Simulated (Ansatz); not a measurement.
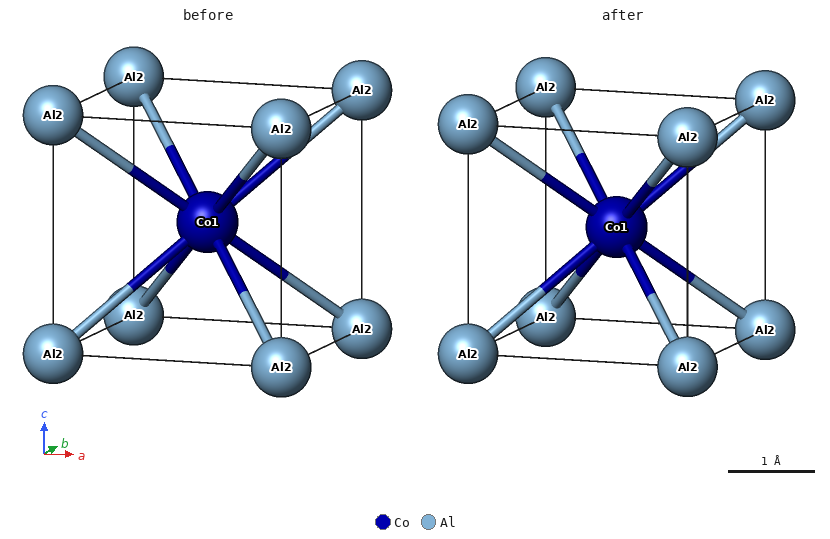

The structure of a crystal of AlCo (set up in Pm-3m) before (left) and after (right) a relaxation, at one scale.

The picture is a ball-and-stick view of the cell of the calculation, seen slightly off an axis.

The run lets cell and atoms move.

Method: Kohn-Sham DFT of a periodic cell, PBEsol, Ansatz PAW (Ansatz 0.2.0).

The input:
```yaml
crystal:
  lattice:
    - [2.81940321, 0.0, 0.0]
    - [0.0, 2.81940321, 0.0]
    - [0.0, 0.0, 2.81940321]
  atoms:
    - { symbol: Co, position: [0.5, 0.5, 0.5], spin: 2.0 }
    - { symbol: Al, position: [0.0, 0.0, 0.0] }
hamiltonian:
  xc: pbesol
  pseudopotentials: { kind: paw }
magnetization:
  spin_polarized: true
kpoints:
  mp_grid: { grid: [9, 9, 9] }
scf:
  occupations: { method: fermi_dirac, width: 0.05 }
output:
  forces: true
  stress: true
  eigenvalues: true
relax:
  f_tol: 0.01
  max_steps: 40
  cell: { stress_tol: 0.05, p_target: 30.0 }
```

Launched with:
```bash
ansatz run input.yaml --threads 2 --pin off --max-ram 5632MiB --backend cpu --events-out ev --progress --plain --runs-dir out
```

Q: What changed between the two?

A: No atom moves by more than 0.005 Å relative to the cell. The drawn cell changes as follows: a = b = c 2.819 → 2.712 Å (−3.8 %); the volume changes by −11.0 %. Some distances before and after: Co1–Al2 2.442 → 2.349 Å. The space group stays Pm-3m (No. 221). The energy rises by 107 meV per atom in 5 accepted moves (7 points after the start). With the target pressure of 30 GPa, the enthalpy E + pV changes by −124 meV per atom. All forces vanish by symmetry, so only the cell relaxes. The pressure goes from 0.66 to 30.00 GPa. The SCF was repeated twice at an unchanged geometry on a basis and grid sized afresh for the cell, which shifted the energy by 0.6 meV per atom at most. The program noted that the starting moments weren't kept.
